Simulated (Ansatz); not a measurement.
# Energy of CdS along an even scaling of the cell

System: CdS (2 atoms in the cell).
Method: Kohn-Sham DFT of a periodic cell, PBE with D3(BJ), spin-orbit coupling, PseudoDojo standard, no spin polarisation (Ansatz 0.2.0).

The 6 runs differ only in the geometry, by an even scaling of the cell at fixed fractional positions. The structure derives from an entry of the Crystallography Open Database.

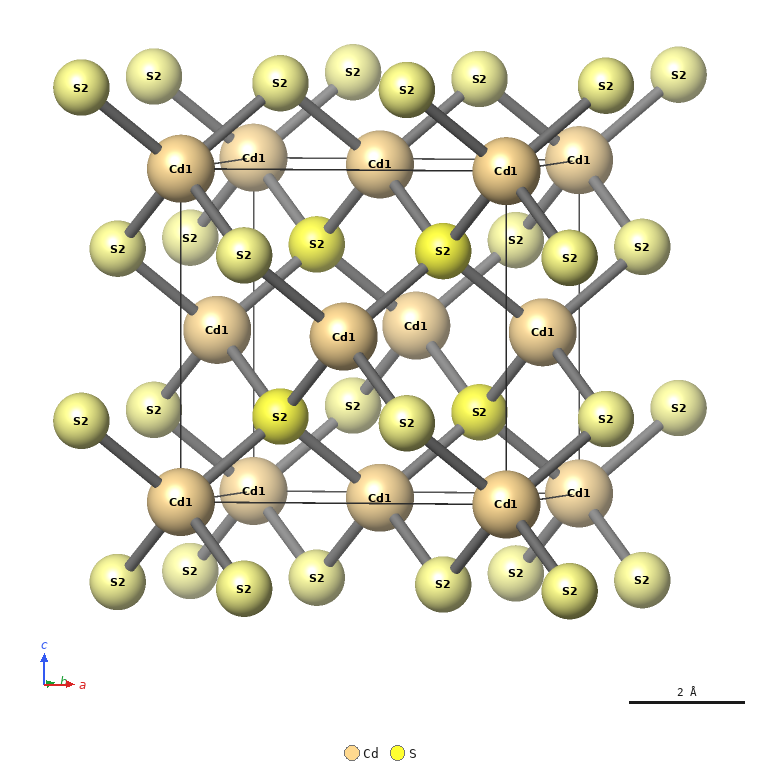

Figure 1. The structure of run 4 (ball-and-stick view of the cell 4 times as large as that of the calculation, set on its symmetry axes, seen at an oblique angle; neighbours outside the cell are drawn fainter; atoms are numbered from 1 in the order of the input).

## Input of run 4
```yaml
crystal:
  lattice:
    - [0.0, 2.9165, 2.9165]
    - [2.9165, 0.0, 2.9165]
    - [2.9165, 2.9165, 0.0]
  atoms:
    - { symbol: Cd, position: [0.0, 0.0, 0.0] }
    - { symbol: S, position: [0.75, 0.75, 0.75] }
hamiltonian:
  xc: pbe
  pseudopotentials: { kind: nc_fr, accuracy: standard }
  dispersion: d3bj
magnetization:
  noncollinear: true
  spin_orbit: true
kpoints:
  mp_grid: { grid: [8, 8, 8] }
scf:
  occupations: { method: fermi_dirac, width: 0.1 }
output:
  forces: true
  stress: true
  eigenvalues: true
```

Command:
```bash
ansatz run input.yaml --threads 1 --pin off --max-ram 2560MiB --backend cpu --events-out ev --progress --plain --runs-dir out
```

Lattice vectors (Å) and fractional positions of run 4:
```
   0.000000    2.916500    2.916500
   2.916500    0.000000    2.916500
   2.916500    2.916500    0.000000
Cd  0.000000  0.000000  0.000000
S   0.750000  0.750000  0.750000
```

Run 3 differs from it as follows:
```diff
-    - [0.0, 2.9165, 2.9165]
-    - [2.9165, 0.0, 2.9165]
-    - [2.9165, 2.9165, 0.0]
+    - [0.0, 2.8969255847, 2.8969255847]
+    - [2.8969255847, 0.0, 2.8969255847]
+    - [2.8969255847, 2.8969255847, 0.0]
```

## Results, with one run withheld

```csv
run,volume per atom (Å³),"free energy per atom, from the lowest run given (meV)",pressure (GPa),gap on the mesh (eV)
1,23.319,25.66,5.07,1.26
2,23.815,12.54,3.43,1.22
3,24.312,?,?,?
4,24.808,0.19,0.66,1.13
5,25.304,0.00,−0.51,1.09
6,25.800,3.25,−1.56,1.04
```

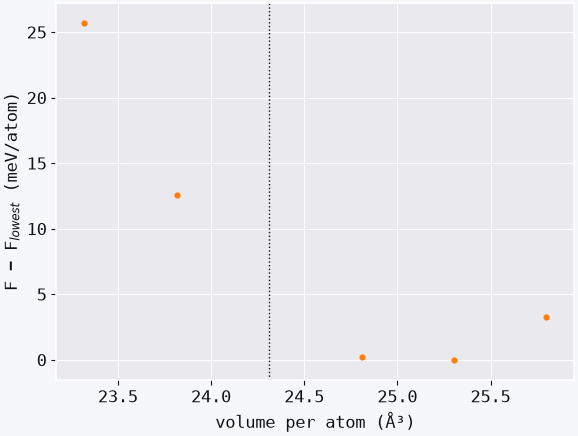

Figure 2. Free energy per atom of the runs given; the dotted line marks run 3.

Fit the runs given and predict run 3.

A cubic polynomial in V^(−2/3) (the Birch–Murnaghan form), fitted to the 5 runs given, misses them by under 0.01 meV per atom. With x = V^(−2/3) − 0.11829 Å⁻², it reads F = 1.5355 + 2413.9 x + 7.7093e+05 x² + 2.0319e+06 x³ (meV per atom). At run 3 it gives 4.21 meV per atom, and the run itself gives 4.22. The slope of the fit gives a pressure −dF/dV of 1.97 GPa there, and the run prints 1.97 GPa. The fit has its minimum at 25.079 Å³ per atom, where V d²F/dV² gives 58.9 GPa: the bulk modulus at this level, since symmetry fixes the shape and the positions. The gap on the mesh goes, without turning, from 1.26 eV in run 1 to 1.04 eV in run 6; run 3 has 1.17 eV. These are gaps of this functional on this mesh, which can miss the band edges; they aren't the measured gap.

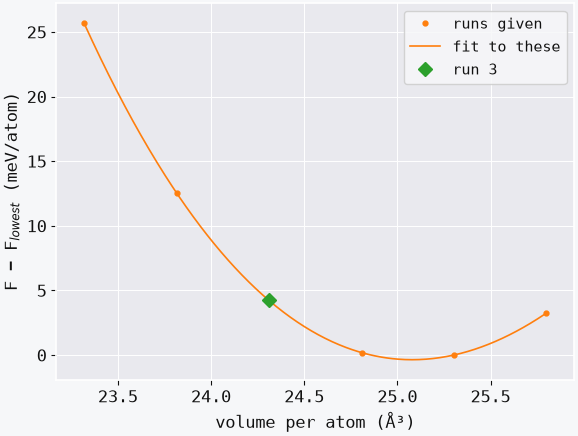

Figure 3. The fit and the withheld run.

## Output, shortened to warnings, some set-up lines, iterations and results (run 3)
```
Basis set: ecut = 1387.780699 eV, 5769 PW (Γ), exchange–correlation on 100×100×100 points (8 copies of the dense FFT grid, shifted against one another)
Symmetry: 24 space group operations + 24 with time reversal
k-points: 29 of 512 (time reversal used)
Initial density: superposition of atomic densities (chi_scale 0.1, normalization cell, long waves kept (reshape's long-wave potential 0.00 eV rms))
[...]
SCF iter   1: F=—  HF=-5072.651780 eV  |F-HF|=—  |Δ(HF+E_count)|=         —  Δρ=3.46e-2  dr2=4.36e-1  dr2_m=0.00e0 (ungated)  ethr=3.10e-3  |M|=0.00e0 ∫|m|=0.00e0 μB  …
SCF iter   2: F=—  HF=-5072.561025 eV  |F-HF|=—  |Δ(HF+E_count)|=   9.08e-2  Δρ=1.76e-2  dr2=9.14e-2  dr2_m=0.00e0 (ungated)  ethr=1.68e-3  |M|=0.00e0 ∫|m|=0.00e0 μB  …
SCF iter   3: F=—  HF=-5072.551049 eV  |F-HF|=—  |Δ(HF+E_count)|=   9.98e-3  Δρ=6.54e-3  dr2=9.77e-3  dr2_m=0.00e0 (ungated)  ethr=3.51e-4  |M|=0.00e0 ∫|m|=0.00e0 μB  …
SCF iter   4: F=—  HF=-5072.552234 eV  |F-HF|=—  |Δ(HF+E_count)|=   1.19e-3  Δρ=6.44e-4  dr2=1.27e-4  dr2_m=0.00e0 (ungated)  ethr=3.76e-5  |M|=0.00e0 ∫|m|=0.00e0 μB  …
SCF iter   5: F=—  HF=-5072.552250 eV  |F-HF|=—  |Δ(HF+E_count)|=   1.59e-5  Δρ=1.73e-4  dr2=1.43e-5  dr2_m=0.00e0 (ungated)  ethr=4.89e-7  |M|=0.00e0 ∫|m|=0.00e0 μB  …
SCF iter   6: F=—  HF=-5072.552145 eV  |F-HF|=—  |Δ(HF+E_count)|=   1.04e-4  Δρ=6.52e-5  dr2=9.10e-7  dr2_m=0.00e0 (ungated)  ethr=5.50e-8  |M|=0.00e0 ∫|m|=0.00e0 μB  …
SCF iter   7: F=-5072.552146 eV  HF=-5072.552146 eV  |F-HF|=1.36e-8  |Δ(HF+E_count)|=   4.98e-7  Δρ=9.07e-6  dr2=5.39e-8  dr2_m=0.00e0 (ungated)  ethr=3.85e-10  |M|=0.00e0 …
SCF 1 converged in 7 iterations: F = -5072.552146 eV  dr2 = 5.39e-8
SCF converged after 7 iterations
Magnetization: |M| = 0.0000 μB,  M = (+0.0000, +0.0000, +0.0000) μB
Absolute magnetization: 0.0000 μB (∫|m|)
  site 0: m = (+0.0000, +0.0000, +0.0000) μB, |m| = 0.0000 μB  (R = 1.03 Å)
  site 1: m = (+0.0000, +0.0000, +0.0000) μB, |m| = 0.0000 μB  (R = 1.03 Å)
Free energy (F): -5072.552146 eV
Harris-Foulkes:  -5072.552146 eV  (|F-HF|=1.36e-8)
Internal energy: -5072.552095 eV  (E = F + TS)
E sigma→0 (E₀):  -5072.552120 eV
Entropy (-TS):   -0.000051 eV (-0.025 meV/atom)
Fermi energy:    7.989234 eV
--- Per-component energies (eV) ---
  E_band       = -499.424244
  E_kinetic    = 1779.160994
  E_local      = -5298.092846  (includes V_loc(G=0)·N_el)
  E_nonlocal   = 156.630000
  E_hartree    = 1760.150601
  E_xc         = -746.514523
  E_vxc        = -657.418965  (∫ρ·V_xc dr)
  E_ewald      = -2723.258754
  E_disp       = -0.627567  (pairwise vdW)
  E_smearing   = -0.000051  (= −TS)
  E_closure    = -0.000000  (closes the sum)
  Σ components = -5072.552146   (vs F -5072.552146, Δ=0.00e0)
--- Forces (eV/Å), atoms counted from 1 ---
  atom   1  Cd    -0.00000000     0.00000000     0.00000000
  atom   2  S      0.00000000    -0.00000000    -0.00000000
  max |Σ_I F_I| component: 2.41e-16 eV/Å
--- Stress (GPa, compression-positive) ---
        1.969019       0.000000      -0.000000
       -0.000000       1.969019       0.000000
       -0.000000       0.000000       1.969019
  P = ⅓ Tr σ = 1.9690 GPa (19.690 kbar)
```
